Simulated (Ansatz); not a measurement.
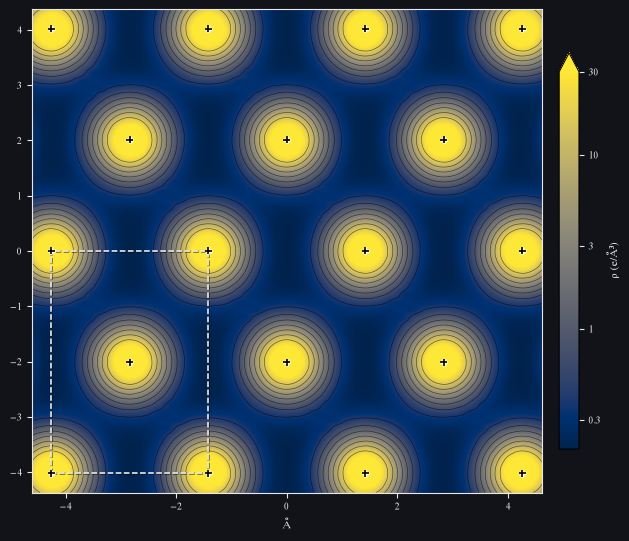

The valence charge density (pseudo) on a plane through atoms (crosses mark nuclei in the plane).

All numbers below come from DFT, r2SCAN, plane waves (500 eV) with PAW, scalar-relativistic in Ansatz.

Candidates:
A. W, a = 2.86 Å, b = 2.86 Å, c = 5.15 Å, α = 90.00°, β = 90.00°, γ = 120.00°. Space group P6₃/mmc; set up as W, hcp; a generated structure, not necessarily the stable one; changed on purpose from its base cell (volume × 1.12); computed pressure about −27 GPa in this cell.
B. Hg, a = 3.42 Å, b = 3.42 Å, c = 5.47 Å, α = 90.00°, β = 90.00°, γ = 120.00°. Space group P6₃/mmc; set up as Hg, hcp; a generated structure, not necessarily the stable one; changed on purpose from its base cell (volume × 1.0).
C. Cu, a = 2.84 Å, b = 2.84 Å, c = 2.84 Å, α = 90.00°, β = 90.00°, γ = 90.00°. Space group Im-3m; set up as Cu, bcc; a generated structure, not necessarily the stable one; computed without spin polarisation.

### Which system is this?

Candidate C: Cu on the (11̄0) plane of the conventional cell, which holds Cu. Cu–Cu (2.46 Å): ρ at the midpoint is about 0.3 e/Å³.
